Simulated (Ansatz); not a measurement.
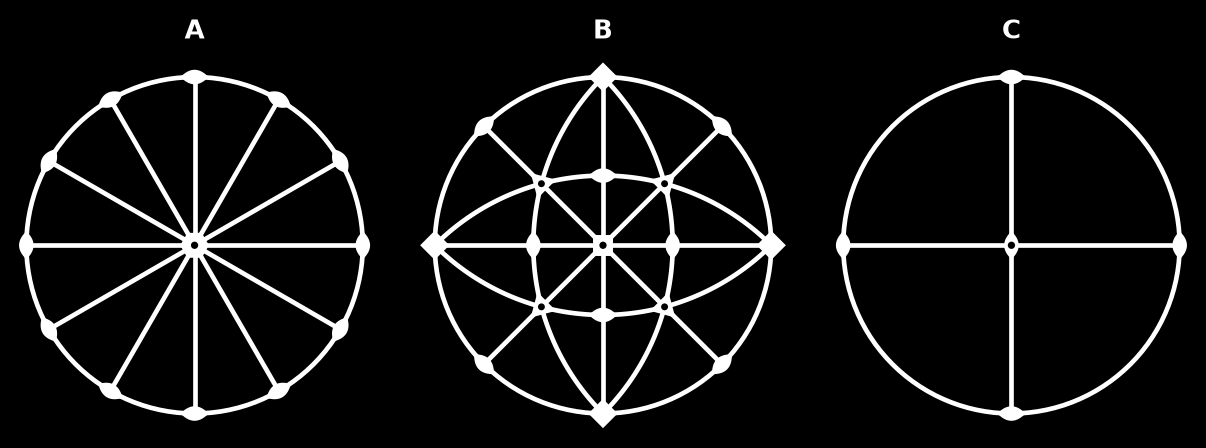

Stereographic projection: heavy lines are mirror planes (a heavy rim: a mirror in the plane of the page); lens, triangle, square and hexagon are 2-, 3-, 4- and 6-fold axes, a lens in an open square is −4, a triangle in an open hexagon −6; thin dashed diameters join the ends of axes that lie in the page; a small open circle marks inversion. Each shows the symmetry elements. The c axis points at the viewer. Computed from the symmetry of the structures below (computed or model cells, partly hypothetical).

Q: Match each stereogram to its crystal.
1. Cr, Fddd (No. 70, origin choice 1)
2. Gd, P6₃/mmc, No. 194
3. Re, Fd-3m, No. 227, origin choice 1

A: A is 2 (point group 6/mmm); B is 3 (point group m-3m); C is 1 (point group mmm).
